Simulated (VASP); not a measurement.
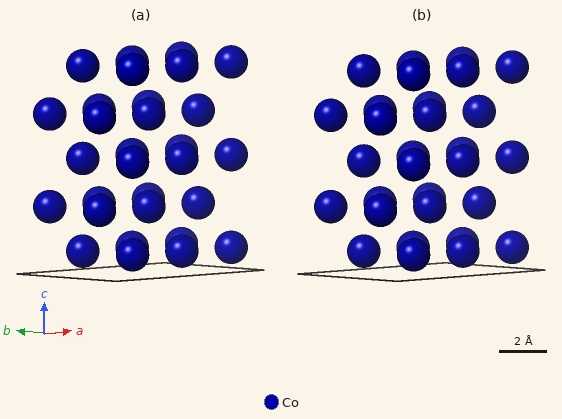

The structure of a slab of composition Co before (left) and after (right) a relaxation, at one scale.

The picture is a spheres-only view of the 3 × 2 repeat of the cell, outlined in the plane, without the vacuum, seen from a free direction.

The run lets the atoms move in a fixed cell. 2 atoms are held fixed.

The calculation used Kohn-Sham DFT of a periodic cell, PBE with D3, VASP PAW PBE potentials, recommended in VASP.

Input file:
```
SYSTEM = Co
PREC = Accurate
ENCUT = 520
EDIFF = 1E-6
ISMEAR = -1
SIGMA = 0.05
LREAL = .False.
LASPH = .True.
NELM = 150
ALGO = Normal
ISIF = 2
LWAVE = .False.
LCHARG = .False.
ISPIN = 2
MAGMOM = 2 2 2 2 2
LORBIT = 11
LMAXMIX = 4
LDIPOL = .True.
IDIPOL = 3
DIPOL = 0.5 0.5 0.499
GGA = PE
IVDW = 11
IBRION = 2
NSW = 60
EDIFFG = -0.005
```

Run as
```bash
cat potpaw_PBE.64/Co/POTCAR > POTCAR
mpirun -np 1 vasp_std > vasp.out
```

Question: Describe what moved and what it gained.

Answer: The largest move is that of a Co atom, 0.22 Å along the normal (−c). The cell stays as it was. Near-neighbour distances that change, for instance: Co–Co 2.554 → 2.419 Å, Co–Co 2.554 → 2.464 Å, Co–Co 2.423 → 2.465 Å. Over 23 geometry steps the energy falls by 94.0 meV per cell of the calculation. Largest force component: 0.82 eV/Å at the start, 0.032 eV/Å at the end.
